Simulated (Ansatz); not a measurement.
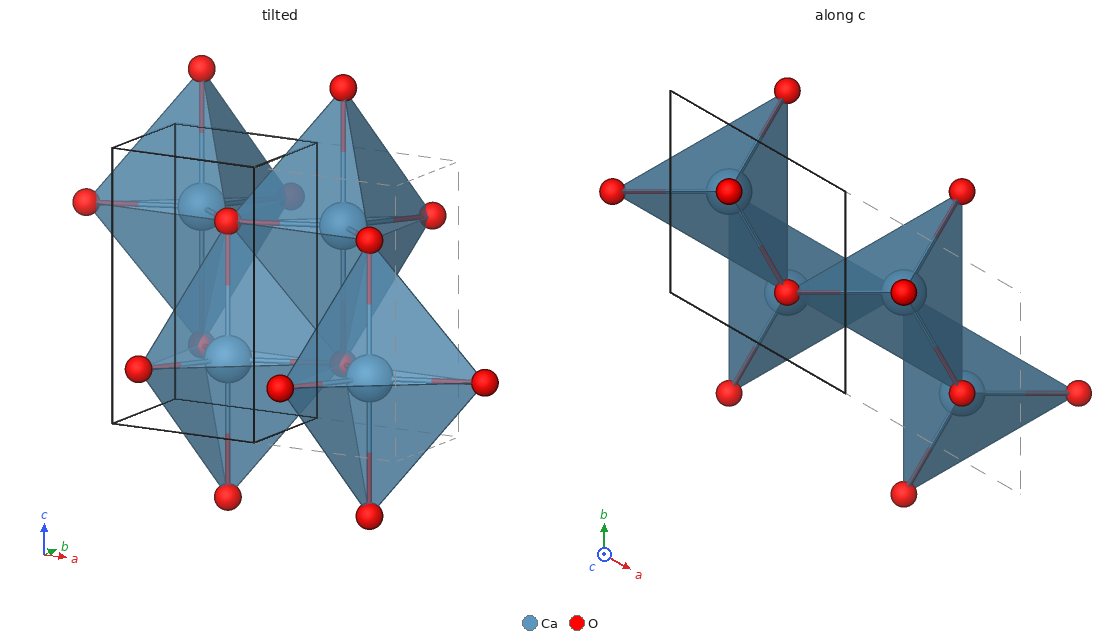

The image is a polyhedral drawing of a crystal, viewed slightly off an axis and along the c axis. The drawing covers 2×1×1 cells, and the solid lines enclose one conventional unit cell. Some neighbours outside the box are added.

CaO, space group P6_3/mmc (No. 194), a = 3.79 Å, b = 3.79 Å, c = 5.02 Å, α = 90.00°, β = 90.00°, γ = 120.00°.

Theory: DFT LDA, scalar-relativistic, plane waves, PAW in Ansatz 0.2.0. Numerical settings: an energy cutoff of 420 eV, a 9×9×6 grid in reciprocal space, Gaussian smearing of 0.05 eV, no spin polarisation.

Question: What is the electronic character?

Answer: An insulator at this level, with a gap of 3.39 eV on the k-mesh (the true edges may lie between mesh points, so the gap can be somewhat smaller).

Question: Under what pressure is the structure?

Answer: The computed pressure is 0.3 GPa (compressed: it would expand). The stress isn't hydrostatic: its largest component is 8.7 GPa.

Provenance: a structure listed in the Materials Project. The cell was then strained or its atoms displaced on purpose. A calculation with Ansatz used it as input.
